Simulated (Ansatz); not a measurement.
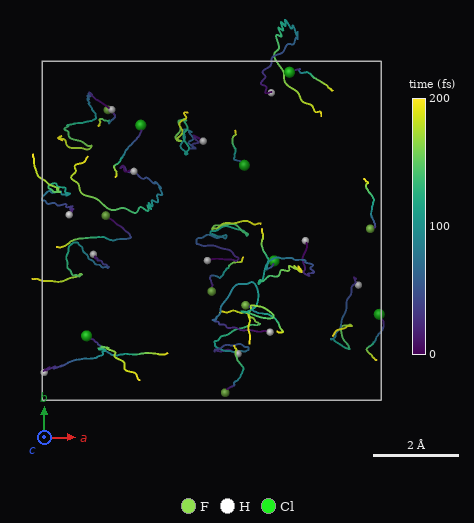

A Born-Oppenheimer molecular dynamics run of a periodic cell with 6 HF + 6 HCl at 1.103 g/cm³, 200 fs long. It starts from the last geometry of an earlier run, with fresh velocities. Lines trace each atom's path, coloured by time; spheres stand at the starting positions. Seen along the c axis in the simulation cell.

Theory: Ansatz, DFT PBE, scalar-relativistic, plane waves, PAW. Settings: plane-wave cutoff 420 eV; k-point mesh 1 × 1 × 1; Fermi-Dirac smearing 0.05 eV; Nosé-Hoover thermostat (NVT); set temperature 700 K; time step 0.5 fs; thermostat time 200.0 fs.

Q: What do the traces tell about the motion?

A: Root-mean-square distances from the starting positions over the second half, with the common drift of all atoms taken out: H 1.30 Å, Cl 1.05 Å, F 0.98 Å. The molecules turn and drift from their places. The conserved quantity stays between −0.16 and 0.21 meV per atom of its start. A straight-line fit has a slope that amounts to +0.017 meV per atom over 200 fs (under 0.1 % of the mean kinetic energy), and the ripple about it is 0.7 % of the kinetic energy's fluctuation. With a drift under 2 % and a ripple under 7 %, the integration is accurate.

Limits of the set-up: the periodic images lie only 8.0 Å apart, so the values are limited by the cell's size.

Cost: 5.6 min on 1 thread of AMD EPYC 9R45 96-Core Processor (Zen 5) (shared host), peak memory 0.56 GiB.
